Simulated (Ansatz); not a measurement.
**CO2: density, localisation and related maps**

```xyz
6
Lattice="3.3103 0.0000 0.0000 0.0000 3.3103 0.0000 0.0000 0.0000 3.3103" Properties=species:S:1:pos:R:3 pbc="T T T"
C     0.0000    0.0000    0.0000
C     1.6552    1.6552    1.6552
O     0.8276    0.8276    0.8276
O     0.8276    2.4827    2.4827
O     2.4827    2.4827    0.8276
O     2.4827    0.8276    2.4827
```

Space group Pn-3m; started from the cuprite_224 prototype, which need not be the ambient phase.

Theory: Ansatz, DFT PBE, scalar-relativistic, plane waves, PAW.

In a PAW calculation such maps are meaningful between the atoms, not at the nuclei.

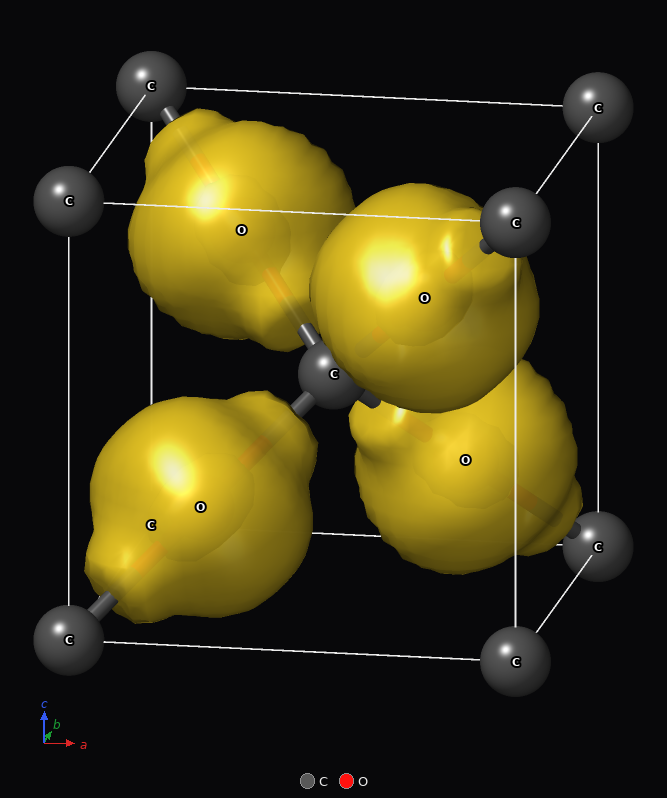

Figure 1. Isosurface of the electron localisation function at 0.65 (yellow), seen slightly off an axis. Only the valence region is drawn (cores and ρ < 0.01 e/Å³ removed). Sticks mark near contacts.

Identify the bonds, lone pairs and shells in this picture.

Answer. The ELF exceeds this value in four regions on O in which the atom's valence shell and bonds are merged, counted in one cell of 6 atoms. Any copies at cell faces, edges or corners count once.


C–O (1.43 Å): the ELF peaks at about 0.80 between the atoms; a polar covalent bond.

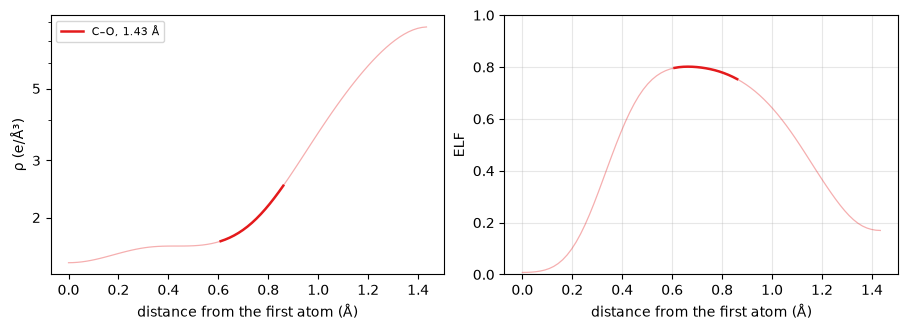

Figure 2. Valence electron density and ELF along straight lines between neighbouring atoms. Thin, pale parts lie inside the atomic spheres.

What kind of bonding do the profiles show?

Answer. C–O (1.43 Å): ρ at the midpoint is about 1.9 e/Å³; the ELF peaks at about 0.80 between the atoms (a polar covalent bond).

Does the calculation give a band gap?

Answer. It is gapped, with a Kohn–Sham gap of 1.2 eV on the k-point mesh (the band edges may lie off the mesh, which would make the gap smaller).
